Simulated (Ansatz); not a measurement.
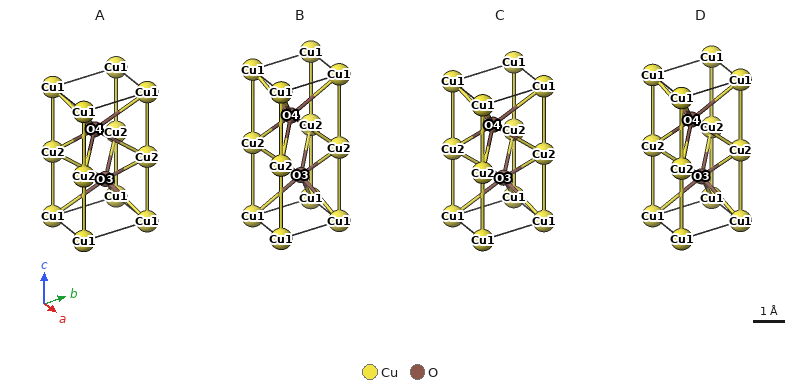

4 geometries from one relaxation of a crystal of CuO (a generated structure, set up in P6_3/mmc), in shuffled order. The picture is a ball-and-stick view of the cell of the calculation, seen slightly off an axis.

The run lets cell and atoms move.

These are results of Kohn-Sham DFT of a periodic cell, PBEsol, Ansatz PAW in Ansatz 0.2.0, not measurements. Settings: plane-wave cutoff 420 eV; k-point mesh 10 × 10 × 6; occupations fermi-dirac; smearing width 0.05 eV; target pressure 0 GPa; no spin polarisation; cell and atoms relaxed; force threshold 0.01 eV/Å; at most 40 steps.

Put them in the order of the run, from the start to the converged end.

Answer. A, C, D, B. They are steps 0, 1, 2, 11, at +181 meV per atom, +66.1 meV per atom, +12.5 meV per atom relative to the last. After 8 accepted moves (11 points after the start) the energy has fallen by 181 meV per atom. All forces vanish by symmetry, so only the cell relaxes. Pressure: −2.73 GPa at the start and 0.00 GPa at the end. The SCF was repeated 3 times at an unchanged geometry on a basis and grid sized afresh for the cell, which shifted the energy by 6.4 meV per atom at most. No atom moves by more than 0.005 Å relative to the cell. The volume changes by −4.9 %, with a = b 3.180 → 2.912 Å (−8.4 %), c 4.431 → 5.027 Å (+13.4 %). Near-neighbour distances that change, for instance: Cu1–Cu2 2.216 → 2.514 Å, Cu1–O3 2.144 → 2.099 Å. Bond angles that change, for instance: Cu1–O3–Cu2 62.2° → 73.6°, Cu1–O3–Cu1 95.7° → 87.8°, Cu1–O3–Cu2 129.3° → 132.8°. The space group stays P6_3/mmc (No. 194).
